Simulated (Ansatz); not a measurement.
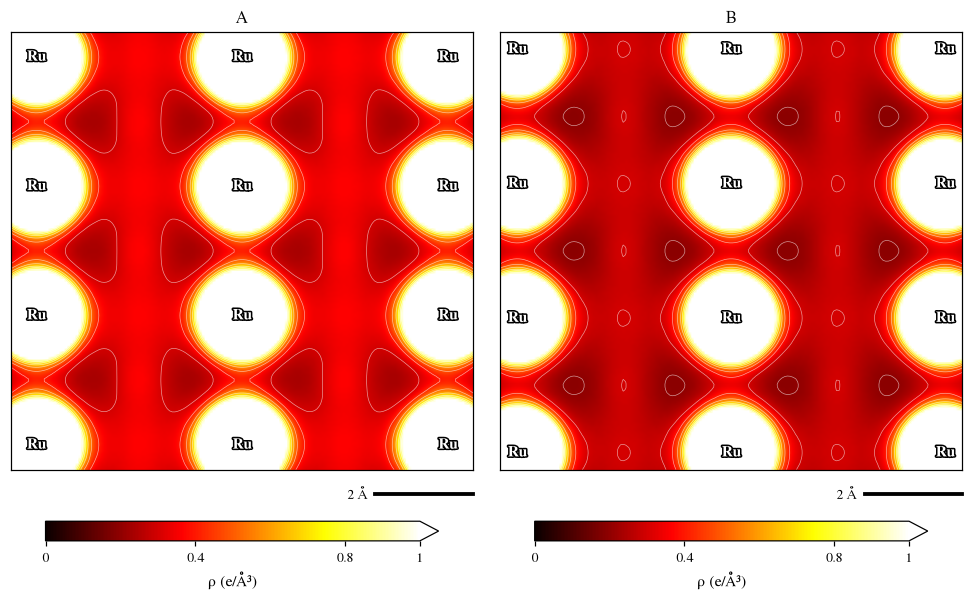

Ru. The valence charge density (pseudo) of two cells that differ in size, on the (100) plane of each (indices in the axes of the calculation cell), at one length scale and on one colour scale: B has 15.3 Å³ an atom and A 13.6.

Level of theory: DFT, PBE, plane waves (420 eV) with PAW, scalar-relativistic in Ansatz.

> What does the compression do to the bonding and the properties?

From the larger cell to the smaller, Ru–Ru goes from 2.75 to 2.65 Å, and the density at its midpoint from 0.34 to 0.41 e/Å³; the pressure goes from −19 to 13 GPa.
